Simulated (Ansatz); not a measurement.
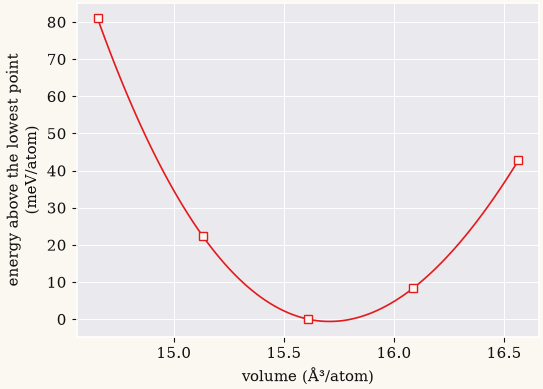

The figure shows the energy above the lowest point against volume for W, space group Im-3m (No. 229) (one of a set of cubic test structures, which need not be the stable phase).

Computed with Ansatz 0.2.0 development build: equation of state of a cubic crystal from periodic Kohn-Sham density functional theory without spin, third-order Birch-Murnaghan fit to the free energies; pressure corrected for the finite basis. Level: HSE06.

structure type bcc; atoms in cell 1; space group number 229; lattice centring body-centred primitive; k mesh 6×6×6; occupation method Fermi–Dirac; occupation width 0.1 eV; wave cutoff 760 eV; datasets hand-made PAW; density tolerance 0 eV; bands 18; density cutoff ratio 4; search for lower states default; exchange singularity regularized.

From this curve and the settings, what does the calculation give for the pressure at the same points?

The pressure falls from 26.4 GPa at volume 14.65 Å³/atom to −15.4 GPa at 16.56 Å³/atom, and changes sign near 15.71 Å³/atom.

```tsv
volume (Å³/atom)	pressure (GPa)
14.65	26.4
15.13	13.2
15.61	2.1
16.09	-7.4
16.56	-15.4
```

Limits of the calculation: coarse k-mesh, values are not converged in k.
